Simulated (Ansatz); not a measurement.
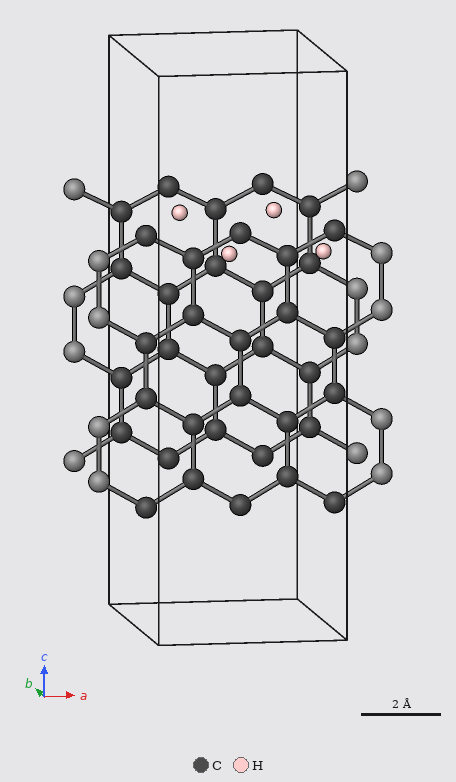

Fig. 1: The starting structure (ball-and-stick view of the 2 × 1 repeat of the cell, with the vacuum cut short, seen slightly off an axis; neighbours outside the cell are drawn fainter). An atom can appear more than once, as a periodic image.

C$_{16}$H: geometry relaxation (part 1 of 3)

- system: C$_{16}$H (slab, 17 atoms in the cell)
- method: DFT r2SCAN, scalar-relativistic, plane waves, PAW, no spin polarisation (Ansatz 0.2.0)

The structure derives from a Materials Project entry. The input holds or restrains some coordinates. Forces given for the steps count only the free coordinates.

Input
```yaml
crystal:
  lattice:
    - [2.4557922028, 0.0, 0.0]
    - [0.0, 7.0404094286, 0.0]
    - [0.0, 0.0, 26.7981875914]
  atoms:
    - { symbol: C, position: [0.0, 0.25, 0.3171856294] }
    - { symbol: C, position: [0.5, 0.75, 0.3436398866] }
    - { symbol: C, position: [0.5, 0.25, 0.3436398866] }
    - { symbol: C, position: [0.0, 0.75, 0.3700941437] }
    - { symbol: C, position: [0.5, 0.25, 0.3965484008] }
    - { symbol: C, position: [0.0, 0.75, 0.4230026579] }
    - { symbol: C, position: [0.0, 0.25, 0.4230026579] }
    - { symbol: C, position: [0.5, 0.75, 0.4494569151] }
    - { symbol: C, position: [0.0, 0.25, 0.4764168343] }
    - { symbol: C, position: [0.5, 0.75, 0.5029263512] }
    - { symbol: C, position: [0.5, 0.25, 0.5023174894] }
    - { symbol: C, position: [0.0, 0.75, 0.528837409] }
    - { symbol: C, position: [0.5, 0.25, 0.5572515472] }
    - { symbol: C, position: [0.0, 0.75, 0.5838232343] }
    - { symbol: C, position: [0.0, 0.25, 0.5804301131] }
    - { symbol: C, position: [0.5, 0.75, 0.6067561535] }
    - { symbol: H, position: [0.75, 0.0, 0.5709328353] }
basis:
  ecutwfc: 500
kpoints:
  mp_grid: { grid: [12, 4, 1] }
hamiltonian:
  xc: r2scan
scf:
  occupations: { method: gaussian, width: 0.1 }
output:
  forces: true
  eigenvalues: true
  write_density: true
  write_potential: true
  elf: true
  volumetric_format: npy
relax:
  adjacent_minimum: "off"
  f_tol: 0.03
  max_steps: 70
  constraints: [{ sites: [0, 1, 2, 3, 4, 5, 6, 7] }]
efield:
  axis: 3
  dipole_correction: true
```

Command:
```bash
ansatz run input.yaml --threads 2 --pin off --max-ram 5120MiB --backend cpu --events-out ev --progress --plain --runs-dir out
```

Output
```
Engine: ansatz 0.2.0, x86_64-unknown-linux-gnu
Pseudopotentials: kind: paw
Pseudopotential: C, paw, valence charge 4, recommended cutoff 500 eV (meta_gga), C.paw.azcp
Pseudopotential: H, paw, valence charge 1, recommended cutoff 500 eV (meta_gga), H.paw.azcp
Functional definition: r2SCAN
  parameter k0 = 0.174
  parameter k1 = 0.065
  parameter a1 = 4.9479
  exchange = r2scan_x(k0 = k0, k1 = k1, a1 = a1)
  correlation = r2scan_c
Crystal: 17 atoms, lattice volume = 463.335 Å³
Basis set: ecut = 500 eV, 11845 PW (Γ), exchange–correlation on 72×216×800 points (64 copies of the dense FFT grid, shifted against one another)
Bands: 50, of which v1, the nominal top of the filled ones, is band 33 counted from 1 (32 counted from 0)
Symmetry: 1 space group operations
Space group: P1 (ITA 1), of the structure as read, at distance tolerance 7.7e-5 Å
k-points: 26 of 48 (time reversal used)
Non-local potential: C, projectors of the file, l = 0: 2, l = 1: 2, l = 2: 1
Non-local potential: H, projectors of the file, l = 0: 2, l = 1: 1
PAW form: soft (Blöchl's): semilocal exchange-correlation on the pseudo side does not see the compensation charge
PAW frozen core: C, regenerated for the run's functional (the file was generated under x = pbe(κ = 0.804, μ = 0.2195149727645171), c = pbe(β = 0.06672455060314922))
PAW one-centre angular grid: C, 302 points (default); XC on 239 of its mesh's 2573 points in the sphere
PAW one-centre angular grid: H, 302 points (default); XC on 160 Gauss nodes
Initial density: superposition of atomic densities (neutral atoms: chi_scale 0, normalization atom), corrected by the library's trained network
Initial wavefunctions: pseudopotential atomic-orbital guess
Functional: x = r2scan, c = r2scan; τ floored in thin density (d = 2e-4 eV/Å³)
SCF iter   1: F=—  HF=-4026.405466 eV  |F-HF|=—  |Δ(HF+E_count)|=         —  Δρ=2.07e-2  dr2=1.29e1  dr2_τ=2.89e0  ethr=1.77e-3  p=0.026 e·Å  D=1.03e-2 V/Å  ΔV_dip=-0.28 eV  dr2_dipole=4.91e0  V_vac-E_F(+/−)=7.28/7.56 eV  ⟨swp⟩=13.8  Hψ=9339  notcnv=0  defer=153
efield: sawtooth ramp at fractional position 0.9120 (placed from the atoms, in the widest stretch of the axis that holds none; the zero of the levels goes with the place), width 0.1000; the density the first Hamiltonian is built on has a dipole p = 0.026 e·Å; the dipole correction subtracts the counter field D = 1.03e-2 V/Å, which shifts the + side's vacuum level by -0.28 eV against the − side's; the planar-averaged density in the ramp window peaks in size at 2.7e-5 e/Å³
preconditioner: auto → LDOS  [metal: Δε(μ)=0.008 eV  Ē_g=14.637 eV  σ=0.100 eV  W_gap=0.05  n_scr=60 (ndim 8)  ℏωp=13.9 eV  f_vac=0.614  D(μ)=8.59/eV (n_scr^D=46)  β→1.0]
SCF iter   2: F=—  HF=-4026.450929 eV  |F-HF|=—  |Δ(HF+E_count)|=   4.55e-2  Δρ=8.55e-3  dr2=1.07e0  dr2_τ=7.71e-2  ethr=1.77e-3  p=0.049 e·Å  D=1.90e-2 V/Å  ΔV_dip=-0.51 eV  dr2_dipole=8.39e-2  V_vac-E_F(+/−)=6.74/7.25 eV  ⟨swp⟩=3.1  Hψ=2455  notcnv=0  defer=247
SCF iter   3: F=—  HF=-4026.421928 eV  |F-HF|=—  |Δ(HF+E_count)|=   2.90e-2  Δρ=5.07e-3  dr2=1.85e-1  dr2_τ=7.61e-3  ethr=1.64e-3  p=0.038 e·Å  D=1.49e-2 V/Å  ΔV_dip=-0.40 eV  dr2_dipole=1.11e-3  V_vac-E_F(+/−)=6.71/7.10 eV  ⟨swp⟩=1.9  Hψ=1170  notcnv=0  defer=247
SCF iter   4: F=—  HF=-4026.416851 eV  |F-HF|=—  |Δ(HF+E_count)|=   5.08e-3  Δρ=3.67e-3  dr2=1.66e-1  dr2_τ=4.40e-3  ethr=2.84e-4  p=0.032 e·Å  D=1.24e-2 V/Å  ΔV_dip=-0.33 eV  dr2_dipole=1.33e-2  V_vac-E_F(+/−)=6.67/7.01 eV  ⟨swp⟩=2.0  Hψ=1616  notcnv=0  defer=247
SCF iter   5: F=—  HF=-4026.405017 eV  |F-HF|=—  |Δ(HF+E_count)|=   1.18e-2  Δρ=1.26e-3  dr2=1.31e-2  dr2_τ=5.00e-4  ethr=2.55e-4  p=0.027 e·Å  D=1.05e-2 V/Å  ΔV_dip=-0.28 eV  dr2_dipole=5.33e-5  V_vac-E_F(+/−)=6.63/6.91 eV  ⟨swp⟩=2.0  Hψ=1373  notcnv=0  defer=247
SCF iter   6: F=—  HF=-4026.404279 eV  |F-HF|=—  |Δ(HF+E_count)|=   7.38e-4  Δρ=8.03e-4  dr2=1.55e-2  dr2_τ=1.38e-4  ethr=2.02e-5  p=0.026 e·Å  D=1.02e-2 V/Å  ΔV_dip=-0.27 eV  dr2_dipole=5.93e-3  V_vac-E_F(+/−)=6.64/6.91 eV  ⟨swp⟩=2.3  Hψ=1902  notcnv=0  defer=243
SCF iter   7: F=—  HF=-4026.404022 eV  |F-HF|=—  |Δ(HF+E_count)|=   2.58e-4  Δρ=3.28e-4  dr2=1.21e-3  dr2_τ=3.94e-5  ethr=2.02e-5  p=0.028 e·Å  D=1.08e-2 V/Å  ΔV_dip=-0.29 eV  dr2_dipole=1.90e-4  V_vac-E_F(+/−)=6.64/6.94 eV  ⟨swp⟩=1.0  Hψ=1057  notcnv=0  defer=243
SCF iter   8: F=—  HF=-4026.404086 eV  |F-HF|=—  |Δ(HF+E_count)|=   6.41e-5  Δρ=1.49e-4  dr2=1.88e-4  dr2_τ=9.10e-6  ethr=1.86e-6  p=0.029 e·Å  D=1.14e-2 V/Å  ΔV_dip=-0.31 eV  dr2_dipole=3.55e-6  V_vac-E_F(+/−)=6.66/6.96 eV  ⟨swp⟩=2.0  Hψ=1677  notcnv=0  defer=243
SCF iter   9: F=—  HF=-4026.404095 eV  |F-HF|=—  |Δ(HF+E_count)|=   9.25e-6  Δρ=7.20e-5  dr2=4.19e-5  dr2_τ=8.45e-7  ethr=2.90e-7  p=0.030 e·Å  D=1.17e-2 V/Å  ΔV_dip=-0.31 eV  dr2_dipole=3.75e-6  V_vac-E_F(+/−)=6.66/6.97 eV  ⟨swp⟩=2.0  Hψ=1713  notcnv=0  defer=243
SCF iter  10: F=-4026.404091 eV  HF=-4026.404103 eV  |F-HF|=1.28e-5  |Δ(HF+E_count)|=   8.18e-6  Δρ=3.91e-5  dr2=1.66e-5  dr2_τ=3.11e-7  ethr=3.46e-8  p=0.030 e·Å  D=1.19e-2 V/Å  ΔV_dip=-0.32 eV  dr2_dipole=1.59e-6  V_vac-E_F(+/−)=6.66/6.98 eV  ⟨swp⟩=31.5  Hψ=15235  notcnv=0
SCF 1 converged in 10 iterations: F = -4026.404091 eV  dr2 = 1.66e-5
  Residual-converged pass: ⟨swp⟩=1.0  Hψ=1405  notcnv=0  max |occ|·‖R‖ = 6.9e-9 eV (tolerance 1.0e-8 eV)  dr2=1.66e-5  dr2_τ=3.11e-7  dr2_onsite=9.73e-8  max |Δocc| = 1.7e-10
  greatest PAW one-centre occupation: 0.717 electrons in one spin orbital (limit 2), on the C atom at site 15 (counted from 0), in its partial waves of l = 0
relax step   1: F+E_penalty+E_count = -4026.40409063 eV  Δ(F+E_penalty+E_count) = +0.000e0 eV  max|allowed force component| = 2.074e0 eV/Å  Δτ_max = 0.0000 Å  (10 SCF iters, dr2 threshold 2.25e-5 eV, accepted)
Initial density: handed on by an earlier stage of this run
Initial wavefunctions: those handed on with the density
SCF iter   1: F=—  HF=-4027.347036 eV  |F-HF|=—  |Δ(HF+E_count)|=         —  Δρ=1.26e-2  dr2=2.18e0  dr2_τ=2.72e-1  ethr=3.10e-3  p=0.030 e·Å  D=1.19e-2 V/Å  ΔV_dip=-0.32 eV  dr2_dipole=5.71e-1  V_vac-E_F(+/−)=6.71/7.02 eV  ⟨swp⟩=3.7  Hψ=3387  notcnv=0  defer=217
efield: sawtooth ramp at fractional position 0.9120 (handed on by an earlier solve), width 0.1000; the density the first Hamiltonian is built on has a dipole p = 0.030 e·Å; the dipole correction subtracts the counter field D = 1.19e-2 V/Å, which shifts the + side's vacuum level by -0.32 eV against the − side's; the planar-averaged density in the ramp window peaks in size at 1.9e-7 e/Å³
preconditioner: auto → LDOS  [metal: Δε(μ)=0.026 eV  Ē_g=14.780 eV  σ=0.100 eV  W_gap=0.14  n_scr=60 (ndim 8)  ℏωp=13.9 eV  f_vac=0.618  D(μ)=8.34/eV (n_scr^D=46)  β→1.0]
SCF iter   2: F=—  HF=-4027.611888 eV  |F-HF|=—  |Δ(HF+E_count)|=   2.65e-1  Δρ=2.49e-2  dr2=1.96e1  dr2_τ=2.49e-1  ethr=3.10e-3  p=0.008 e·Å  D=3.22e-3 V/Å  ΔV_dip=-0.09 eV  dr2_dipole=5.39e0  V_vac-E_F(+/−)=6.73/6.82 eV  ⟨swp⟩=2.8  Hψ=2136  notcnv=0  defer=245  recentre
SCF iter   3: F=—  HF=-4027.325941 eV  |F-HF|=—  |Δ(HF+E_count)|=   2.86e-1  Δρ=7.00e-3  dr2=1.21e0  dr2_τ=7.62e-3  ethr=3.10e-3  p=0.027 e·Å  D=1.04e-2 V/Å  ΔV_dip=-0.28 eV  dr2_dipole=3.55e-1  V_vac-E_F(+/−)=6.73/7.01 eV  ⟨swp⟩=2.1  Hψ=1435  notcnv=0  defer=245
SCF iter   4: F=—  HF=-4027.299458 eV  |F-HF|=—  |Δ(HF+E_count)|=   2.65e-2  Δρ=2.62e-3  dr2=1.69e-1  dr2_τ=1.12e-3  ethr=1.87e-3  p=0.022 e·Å  D=8.68e-3 V/Å  ΔV_dip=-0.23 eV  dr2_dipole=4.78e-2  V_vac-E_F(+/−)=6.75/6.98 eV  ⟨swp⟩=1.5  Hψ=1465  notcnv=0  defer=244
SCF iter   5: F=—  HF=-4027.296326 eV  |F-HF|=—  |Δ(HF+E_count)|=   3.13e-3  Δρ=1.59e-3  dr2=4.82e-2  dr2_τ=9.42e-4  ethr=2.61e-4  p=0.021 e·Å  D=8.04e-3 V/Å  ΔV_dip=-0.22 eV  dr2_dipole=8.99e-3  V_vac-E_F(+/−)=6.75/6.97 eV  ⟨swp⟩=1.2  Hψ=1135  notcnv=0  defer=244
SCF iter   6: F=—  HF=-4027.295063 eV  |F-HF|=—  |Δ(HF+E_count)|=   1.26e-3  Δρ=6.42e-4  dr2=5.61e-3  dr2_τ=8.83e-5  ethr=7.41e-5  p=0.020 e·Å  D=7.72e-3 V/Å  ΔV_dip=-0.21 eV  dr2_dipole=9.79e-4  V_vac-E_F(+/−)=6.75/6.96 eV  ⟨swp⟩=1.7  Hψ=1150  notcnv=0  defer=244
SCF iter   7: F=—  HF=-4027.294730 eV  |F-HF|=—  |Δ(HF+E_count)|=   3.32e-4  Δρ=3.06e-4  dr2=7.53e-4  dr2_τ=2.58e-5  ethr=8.63e-6  p=0.019 e·Å  D=7.45e-3 V/Å  ΔV_dip=-0.20 eV  dr2_dipole=3.19e-5  V_vac-E_F(+/−)=6.75/6.95 eV  ⟨swp⟩=2.0  Hψ=1501  notcnv=0  defer=244
SCF iter   8: F=—  HF=-4027.294780 eV  |F-HF|=—  |Δ(HF+E_count)|=   4.94e-5  Δρ=1.47e-4  dr2=2.14e-4  dr2_τ=4.22e-6  ethr=1.16e-6  p=0.019 e·Å  D=7.31e-3 V/Å  ΔV_dip=-0.20 eV  dr2_dipole=8.11e-6  V_vac-E_F(+/−)=6.75/6.95 eV  ⟨swp⟩=2.6  Hψ=1653  notcnv=0  defer=244
SCF iter   9: F=-4027.294732 eV  HF=-4027.294792 eV  |F-HF|=5.92e-5  |Δ(HF+E_count)|=   1.18e-5  Δρ=9.24e-5  dr2=8.04e-5  dr2_τ=8.30e-7  ethr=1.54e-7  p=0.018 e·Å  D=7.20e-3 V/Å  ΔV_dip=-0.19 eV  dr2_dipole=3.93e-6  V_vac-E_F(+/−)=6.75/6.94 eV  ⟨swp⟩=27.5  Hψ=14534  notcnv=0
SCF 2 converged in 9 iterations: F = -4027.294732 eV  dr2 = 8.04e-5
  greatest PAW one-centre occupation: 0.716 electrons in one spin orbital (limit 2), on the C atom at site 15 (counted from 0), in its partial waves of l = 0
relax step   2: F+E_penalty+E_count = -4027.29473246 eV  Δ(F+E_penalty+E_count) = -8.906e-1 eV  max|allowed force component| = 3.178e0 eV/Å  Δτ_max = 0.1949 Å  (9 SCF iters, dr2 threshold 1.00e-4 eV, accepted)
[... from here on the SCF iterations and repeated set-up lines of each step are left out, up to the last step ...]
SCF 3 converged in 8 iterations: F = -4028.567763 eV  dr2 = 3.68e-5
relax step   3: F+E_penalty+E_count = -4028.56776298 eV  Δ(F+E_penalty+E_count) = -1.273e0 eV  max|allowed force component| = 4.458e0 eV/Å  Δτ_max = 0.1945 Å  (8 SCF iters, dr2 threshold 1.00e-4 eV, accepted)
SCF 4 converged in 11 iterations: F = -4029.801656 eV  dr2 = 1.23e-5
relax step   4: F+E_penalty+E_count = -4029.80165610 eV  Δ(F+E_penalty+E_count) = -1.234e0 eV  max|allowed force component| = 3.463e0 eV/Å  Δτ_max = 0.1950 Å  (11 SCF iters, dr2 threshold 1.00e-4 eV, accepted)
SCF 5 converged in 9 iterations: F = -4030.531017 eV  dr2 = 3.46e-5
relax step   5: F+E_penalty+E_count = -4030.53101657 eV  Δ(F+E_penalty+E_count) = -7.294e-1 eV  max|allowed force component| = 1.698e0 eV/Å  Δτ_max = 0.1948 Å  (9 SCF iters, dr2 threshold 1.00e-4 eV, accepted)
SCF 6 converged in 10 iterations: F = -4031.061555 eV  dr2 = 8.24e-5
relax step   6: F+E_penalty+E_count = -4031.06155491 eV  Δ(F+E_penalty+E_count) = -5.305e-1 eV  max|allowed force component| = 1.176e0 eV/Å  Δτ_max = 0.1959 Å  (10 SCF iters, dr2 threshold 1.00e-4 eV, accepted)
SCF 7 converged in 10 iterations: F = -4031.332643 eV  dr2 = 2.59e-5
relax step   7: F+E_penalty+E_count = -4031.33264297 eV  Δ(F+E_penalty+E_count) = -2.711e-1 eV  max|allowed force component| = 1.337e0 eV/Å  Δτ_max = 0.2000 Å  (10 SCF iters, dr2 threshold 1.00e-4 eV, accepted)
SCF 8 converged in 6 iterations: F = -4031.590768 eV  dr2 = 1.67e-5
relax step   8: F+E_penalty+E_count = -4031.59076849 eV  Δ(F+E_penalty+E_count) = -2.581e-1 eV  max|allowed force component| = 8.592e-1 eV/Å  Δτ_max = 0.1949 Å  (6 SCF iters, dr2 threshold 1.00e-4 eV, accepted)
SCF 9 converged in 6 iterations: F = -4031.755006 eV  dr2 = 7.34e-5
relax step   9: F+E_penalty+E_count = -4031.75500625 eV  Δ(F+E_penalty+E_count) = -1.642e-1 eV  max|allowed force component| = 7.647e-1 eV/Å  Δτ_max = 0.1950 Å  (6 SCF iters, dr2 threshold 1.00e-4 eV, accepted)
SCF 10 converged in 5 iterations: F = -4031.849550 eV  dr2 = 7.99e-5
relax step  10: F+E_penalty+E_count = -4031.84954972 eV  Δ(F+E_penalty+E_count) = -9.454e-2 eV  max|allowed force component| = 5.857e-1 eV/Å  Δτ_max = 0.1948 Å  (5 SCF iters, dr2 threshold 1.00e-4 eV, accepted)
SCF 11 converged in 6 iterations: F = -4031.899283 eV  dr2 = 8.64e-5
relax step  11: F+E_penalty+E_count = -4031.89928293 eV  Δ(F+E_penalty+E_count) = -4.973e-2 eV  max|allowed force component| = 3.043e-1 eV/Å  Δτ_max = 0.2000 Å  (6 SCF iters, dr2 threshold 1.00e-4 eV, accepted)
SCF 12 converged in 7 iterations: F = -4031.923259 eV  dr2 = 8.62e-6
relax step  12: F+E_penalty+E_count = -4031.92325946 eV  Δ(F+E_penalty+E_count) = -2.398e-2 eV  max|allowed force component| = 7.798e-2 eV/Å  Δτ_max = 0.1947 Å  (7 SCF iters, dr2 threshold 2.50e-5 eV, accepted)
SCF 13 converged in 12 iterations: F = -4031.935012 eV  dr2 = 2.65e-8
relax step  13: F+E_penalty+E_count = -4031.93501191 eV  Δ(F+E_penalty+E_count) = -1.175e-2 eV  max|allowed force component| = 3.722e-2 eV/Å  Δτ_max = 0.2000 Å  (12 SCF iters, accepted)
SCF 14 converged in 10 iterations: F = -4031.940572 eV  dr2 = 3.21e-8
relax step  14: F+E_penalty+E_count = -4031.94057203 eV  Δ(F+E_penalty+E_count) = -5.560e-3 eV  max|allowed force component| = 1.269e-1 eV/Å  Δτ_max = 0.1921 Å  (10 SCF iters, accepted)
SCF 15 converged in 8 iterations: F = -4031.942887 eV  dr2 = 1.82e-6
relax step  15: F+E_penalty+E_count = -4031.94288740 eV  Δ(F+E_penalty+E_count) = -2.315e-3 eV  max|allowed force component| = 1.185e-1 eV/Å  Δτ_max = 0.1321 Å  (8 SCF iters, dr2 threshold 3.67e-6 eV, accepted)
SCF 16 converged in 8 iterations: F = -4031.944197 eV  dr2 = 2.56e-6
relax step  16: F+E_penalty+E_count = -4031.94419679 eV  Δ(F+E_penalty+E_count) = -1.309e-3 eV  max|allowed force component| = 1.057e-1 eV/Å  Δτ_max = 0.1124 Å  (8 SCF iters, dr2 threshold 1.22e-5 eV, accepted)
SCF 17 converged in 5 iterations: F = -4031.944589 eV  dr2 = 1.77e-6
relax step  17: F+E_penalty+E_count = -4031.94458948 eV  Δ(F+E_penalty+E_count) = -3.927e-4 eV  max|allowed force component| = 3.661e-2 eV/Å  Δτ_max = 0.0176 Å  (5 SCF iters, dr2 threshold 8.88e-6 eV, accepted)
SCF iter   1: F=—  HF=-4031.943821 eV  |F-HF|=—  |Δ(HF+E_count)|=         —  Δρ=8.64e-4  dr2=2.25e-3  dr2_τ=2.11e-3  ethr=4.55e-5  p=0.161 e·Å  D=6.31e-2 V/Å  ΔV_dip=-1.69 eV  dr2_dipole=3.32e-8  V_vac-E_F(+/−)=5.23/6.92 eV  ⟨swp⟩=2.0  Hψ=2658  notcnv=0  defer=239
efield: sawtooth ramp at fractional position 0.9120 (handed on by an earlier solve), width 0.1000; the density the first Hamiltonian is built on has a dipole p = 0.161 e·Å; the dipole correction subtracts the counter field D = 6.31e-2 V/Å, which shifts the + side's vacuum level by -1.69 eV against the − side's; the planar-averaged density in the ramp window peaks in size at 3.9e-7 e/Å³
preconditioner: auto → LDOS  [metal: Δε(μ)=0.024 eV  Ē_g=14.854 eV  σ=0.100 eV  W_gap=0.13  n_scr=60 (ndim 8)  ℏωp=13.9 eV  f_vac=0.614  D(μ)=10.26/eV (n_scr^D=60)  β→1.0]
SCF iter   2: F=—  HF=-4031.944785 eV  |F-HF|=—  |Δ(HF+E_count)|=   9.64e-4  Δρ=3.07e-4  dr2=4.93e-4  dr2_τ=2.50e-5  ethr=3.46e-6  p=0.162 e·Å  D=6.31e-2 V/Å  ΔV_dip=-1.69 eV  dr2_dipole=2.12e-6  V_vac-E_F(+/−)=5.23/6.92 eV  ⟨swp⟩=2.0  Hψ=2237  notcnv=0  defer=220
SCF iter   3: F=—  HF=-4031.944681 eV  |F-HF|=—  |Δ(HF+E_count)|=   1.04e-4  Δρ=5.86e-5  dr2=2.06e-5  dr2_τ=5.06e-7  ethr=7.58e-7  p=0.162 e·Å  D=6.31e-2 V/Å  ΔV_dip=-1.69 eV  dr2_dipole=9.07e-7  V_vac-E_F(+/−)=5.23/6.92 eV  ⟨swp⟩=2.0  Hψ=1609  notcnv=0  defer=220
SCF iter   4: F=—  HF=-4031.944651 eV  |F-HF|=—  |Δ(HF+E_count)|=   3.02e-5  Δρ=2.36e-5  dr2=4.45e-6  dr2_τ=1.14e-7  ethr=3.17e-8  p=0.162 e·Å  D=6.31e-2 V/Å  ΔV_dip=-1.69 eV  dr2_dipole=1.03e-8  V_vac-E_F(+/−)=5.23/6.92 eV  ⟨swp⟩=2.1  Hψ=1618  notcnv=0  defer=220
SCF iter   5: F=—  HF=-4031.944651 eV  |F-HF|=—  |Δ(HF+E_count)|=   2.98e-7  Δρ=1.34e-5  dr2=1.46e-6  dr2_τ=2.20e-8  ethr=6.84e-9  p=0.162 e·Å  D=6.31e-2 V/Å  ΔV_dip=-1.69 eV  dr2_dipole=5.57e-8  V_vac-E_F(+/−)=5.23/6.92 eV  ⟨swp⟩=2.3  Hψ=1611  notcnv=0  defer=220
SCF iter   6: F=—  HF=-4031.944651 eV  |F-HF|=—  |Δ(HF+E_count)|=   1.80e-7  Δρ=8.52e-6  dr2=6.85e-7  dr2_τ=3.96e-9  ethr=2.24e-9  p=0.162 e·Å  D=6.31e-2 V/Å  ΔV_dip=-1.69 eV  dr2_dipole=8.48e-8  V_vac-E_F(+/−)=5.23/6.92 eV  ⟨swp⟩=2.3  Hψ=1469  notcnv=0  defer=220
SCF iter   7: F=—  HF=-4031.944651 eV  |F-HF|=—  |Δ(HF+E_count)|=   6.69e-8  Δρ=4.32e-6  dr2=1.99e-7  dr2_τ=1.78e-9  ethr=1.05e-9  p=0.162 e·Å  D=6.31e-2 V/Å  ΔV_dip=-1.69 eV  dr2_dipole=3.46e-8  V_vac-E_F(+/−)=5.23/6.92 eV  ⟨swp⟩=2.2  Hψ=1470  notcnv=0  defer=219
SCF iter   8: F=-4031.944651 eV  HF=-4031.944651 eV  |F-HF|=2.91e-9  |Δ(HF+E_count)|=   2.92e-8  Δρ=1.48e-6  dr2=2.04e-8  dr2_τ=3.63e-10  ethr=1.54e-10  p=0.162 e·Å  D=6.31e-2 V/Å  ΔV_dip=-1.69 eV  dr2_dipole=3.11e-9  V_vac-E_F(+/−)=5.23/6.92 eV  ⟨swp⟩=18.2  Hψ=10098  notcnv=0
SCF 18 converged in 8 iterations: F = -4031.944651 eV  dr2 = 2.04e-8
relax step  18: F+E_penalty+E_count = -4031.94465117 eV  Δ(F+E_penalty+E_count) = -6.169e-5 eV  max|allowed force component| = 8.446e-3 eV/Å  Δτ_max = 0.0117 Å  (8 SCF iters, accepted)
iter 1 solved again at ethr=3.15e-11 eV; its pass at ethr=3.10e-3 eV (dr2=2.04e-8 eV) is discarded
SCF iter   1: F=—  HF=-4031.944651 eV  |F-HF|=—  |Δ(HF+E_count)|=         —  Δρ=1.48e-6  dr2=2.04e-8  dr2_τ=3.62e-10  ethr=3.15e-11  p=0.162 e·Å  D=6.31e-2 V/Å  ΔV_dip=-1.69 eV  dr2_dipole=3.11e-9  V_vac-E_F(+/−)=5.23/6.92 eV  ⟨swp⟩=1.0  Hψ=3429  notcnv=0
efield: sawtooth ramp at fractional position 0.9120 (kept from the solve that this one continues, or follows in the run), width 0.1000; the density the first Hamiltonian is built on has a dipole p = 0.162 e·Å; the dipole correction subtracts the counter field D = 6.31e-2 V/Å, which shifts the + side's vacuum level by -1.69 eV against the − side's; the planar-averaged density in the ramp window peaks in size at 3.8e-7 e/Å³
preconditioner: auto → LDOS  [metal: Δε(μ)=0.024 eV  Ē_g=14.852 eV  σ=0.100 eV  W_gap=0.13  n_scr=60 (ndim 8)  ℏωp=13.9 eV  f_vac=0.614  D(μ)=10.24/eV (n_scr^D=60)  β→1.0]
SCF iter   2: F=-4031.944651 eV  HF=-4031.944651 eV  |F-HF|=4.45e-9  |Δ(HF+E_count)|=   9.61e-9  Δρ=9.55e-7  dr2=1.03e-8  dr2_τ=1.29e-10  ethr=3.14e-11  p=0.162 e·Å  D=6.31e-2 V/Å  ΔV_dip=-1.69 eV  dr2_dipole=1.94e-9  V_vac-E_F(+/−)=5.23/6.92 eV  ⟨swp⟩=10.7  Hψ=8611  notcnv=0
SCF 19 converged in 2 iterations: F = -4031.944651 eV  dr2 = 1.03e-8
```
